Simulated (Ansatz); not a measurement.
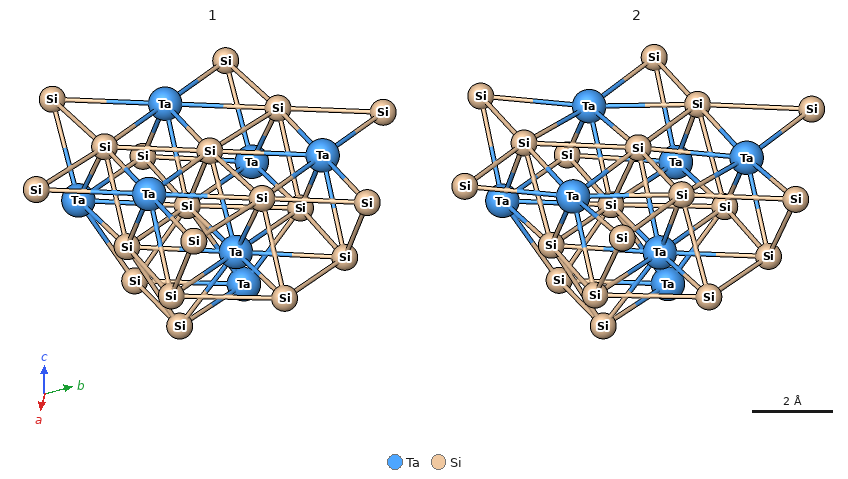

Two geometries of a slab of composition TaSi2 (cut from the P6_422 phase), drawn at one scale. One is the start of a relaxation, the other its converged end. Style: ball-and-stick. Shown: the atoms within 5.0 Å of the atom that moves most (axes of the 2 × 2 repeat of the cell, outlined in the plane, without the vacuum (origin shifted)), from a free direction.

All numbers below come from DFT PBE, scalar-relativistic, plane waves, PAW (Ansatz 0.2.0). Set-up: plane-wave cutoff 420 eV; k-point mesh 9 × 9 × 1; occupations gaussian; smearing width 0.1 eV; no spin polarisation; dipole correction; atoms relaxed in a fixed cell; force threshold 0.02 eV/Å; at most 60 steps.

Q: Which geometry has the lower energy?

A: Structure 2 is the relaxed one. Case: (0 0 1) slab, atoms relaxed. The slab is the (0 0 1) face of TaSi2. The energy falls by 0.315 eV per cell of the calculation in 5 geometry steps. Largest force component: 1.3 eV/Å at the start, 0.0059 eV/Å at the end. The largest moves, 0.15 Å, are those of Si atoms. By element the largest moves are Si 0.15 Å, Ta 0.07 Å. The cell stays as it was. Near-neighbour distances that change, for instance: Si–Si 2.645 → 2.872 Å, Si–Si 2.841 → 2.717 Å, Si–Ta 2.839 → 2.731 Å, Si–Si 2.841 → 2.738 Å. Among the angles between lasting bonds that change: Si–Si–Ta 105.5° → 99.5°, Ta–Si–Ta 122.8° → 117.0°, Ta–Si–Ta 122.3° → 117.9°. The run took 17 min on 2 threads of Intel(R) Xeon(R) Platinum 8488C (Sapphire Rapids), with other jobs on the host, peak memory 2 GiB.
